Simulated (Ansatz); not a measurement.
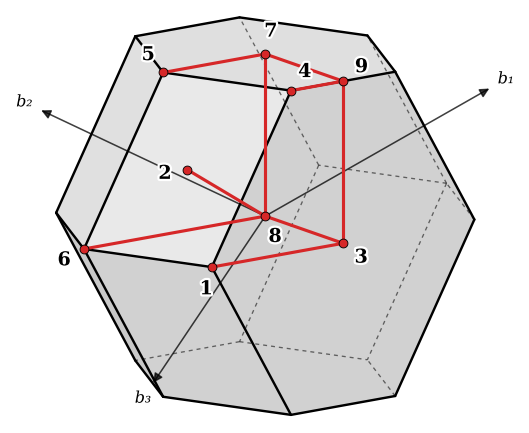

The first Brillouin zone of a face-centred orthorhombic lattice (oF; extended symbol oF1) is drawn with its special points numbered. Crystal: BN, coordinates from a relaxation (final pressure about 22 GPa) with Ansatz, DFT PBE+D3(BJ), scalar-relativistic, plane waves, PAW. Geometry calculated from the standardised cell; symmetry tolerance 0.002 Å.

a = 2.477 Å, b = 5.352 Å, c = 4.254 Å, α = 90.00°, β = 90.00°, γ = 90.00°.

Labels and path follow the convention of Hinuma et al. (2017), as computed by seekpath; the arrows show the directions of the reciprocal primitive vectors b₁, b₂, b₃, in which coordinates are given.

> Which special point is each number?

| no. | label | coordinates |
| --- | --- | --- |
| 1 | C₀ | (1/2, 0.281, 0.781) |
| 2 | L | (1/2, 1/2, 1/2) |
| 3 | Y | (1/2, 0, 1/2) |
| 4 | U₀ | (1, 0.612, 0.612) |
| 5 | A₀ | (1/2, 0.719, 0.219) |
| 6 | Σ₀ | (0, 0.388, 0.388) |
| 7 | Z | (1/2, 1/2, 0) |
| 8 | Γ | (0, 0, 0) |
| 9 | T | (1, 1/2, 1/2) |
